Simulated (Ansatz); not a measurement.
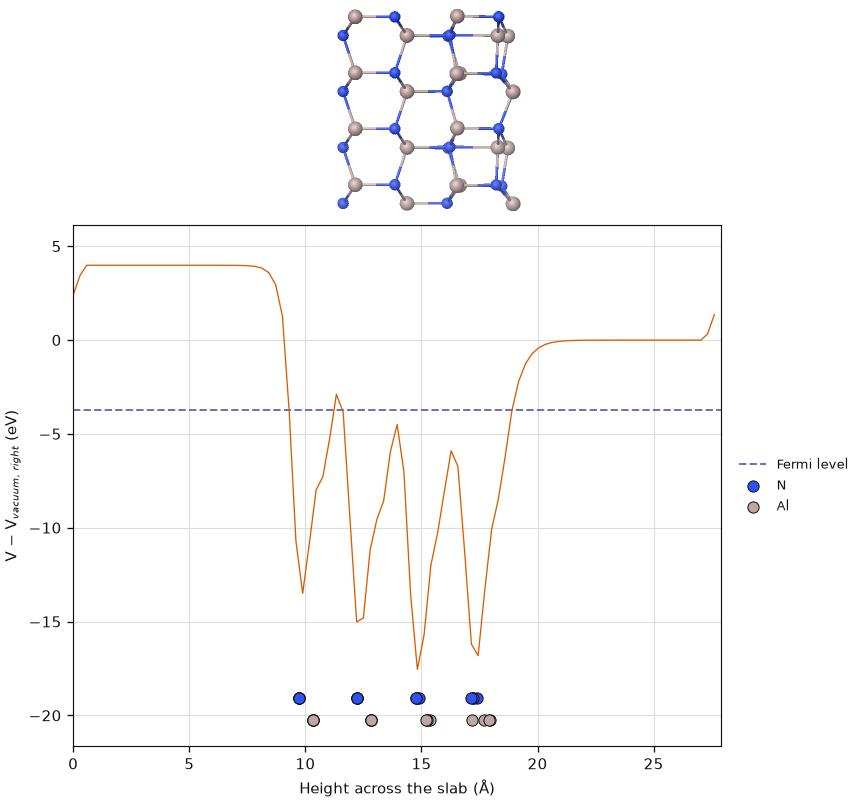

Plane-averaged electrostatic potential energy of an electron across the slab; circles at the bottom mark the heights of the atoms. The structure is drawn too.

Calculation on a (001) slab cut from AlN (P6_3mc), ended by Al above and N below, 32 atoms in the cell, the slab at its places in the relaxed adsorbed structure.

Computed with Ansatz 0.2.0: DFT PBE+D3(BJ), scalar-relativistic, plane waves, PAW, no spin polarisation, 3×3×1 k mesh, Gaussian smearing of 0.05 eV.

Read off the work function of each face.

The work function is 3.73 eV at the right face and 7.72 eV at the left.

Do the two faces differ, and what does that say about the slab's dipole?

The vacuum level is 3.99 eV higher at the left than at the right, so the slab carries a dipole along its normal; the ramp in the vacuum, at or near the edge of the plot, is the dipole correction that keeps each side flat.

How thick are slab and vacuum?

The outermost atoms are 8.2 Å apart, which leaves 19.7 Å of vacuum in a cell 27.9 Å high.

The atoms aren't at rest in this cell (largest force 2.9 eV/Å), so the relaxed material can differ.
